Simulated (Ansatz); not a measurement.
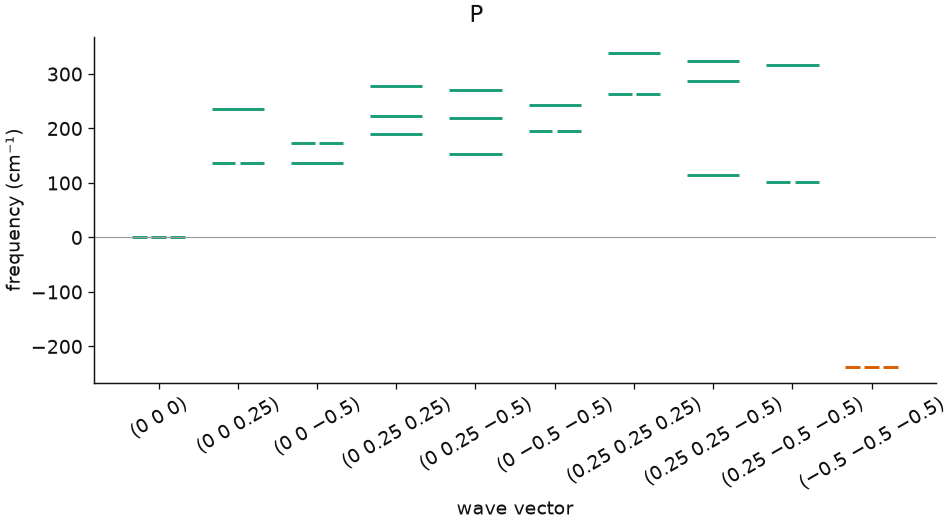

The picture above shows the phonon frequencies at several wave vectors (in fractions of the reciprocal vectors of the given cell) for P, space group Pm-3m (No. 221). Imaginary frequencies are drawn as negative.

The given structure:
```yaml
crystal:
  lattice:
    - [2.44721, 0.00000, 0.00000]
    - [0.00000, 2.44721, 0.00000]
    - [0.00000, 0.00000, 2.44721]
  atoms:
    - { symbol: P, position: [0.00000, 0.00000, 0.00000] }
```

How it was computed, with Ansatz 0.2.0: harmonic phonon frequencies at the irreducible points of a q mesh with atoms at rest in the given cell, q in fractions of the reciprocal cell vectors, no long-range term at q = 0, imaginary frequencies are negative, the first points where there are many; plane waves with PAW datasets. Level: PBE, no spin polarisation.

wave cutoff 420 eV; k mesh 24×24×24; occupations Fermi–Dirac; smearing width 0.15 eV; pressure 0 GPa; phonon method linear response; q mesh 4×4×4.

Q: Is the structure dynamically stable by these modes?

A: Three modes are imaginary at (−0.5 −0.5 −0.5), the softest at 238.2i cm⁻¹, so the structure is dynamically unstable.

Q: What is the highest frequency?

A: The highest mode among the wave vectors computed lies at 338.6 cm⁻¹, at (0.25 0.25 0.25).

Caveats: levels loosely converged; metal sensitive to the k mesh; vibrations at or below zero.
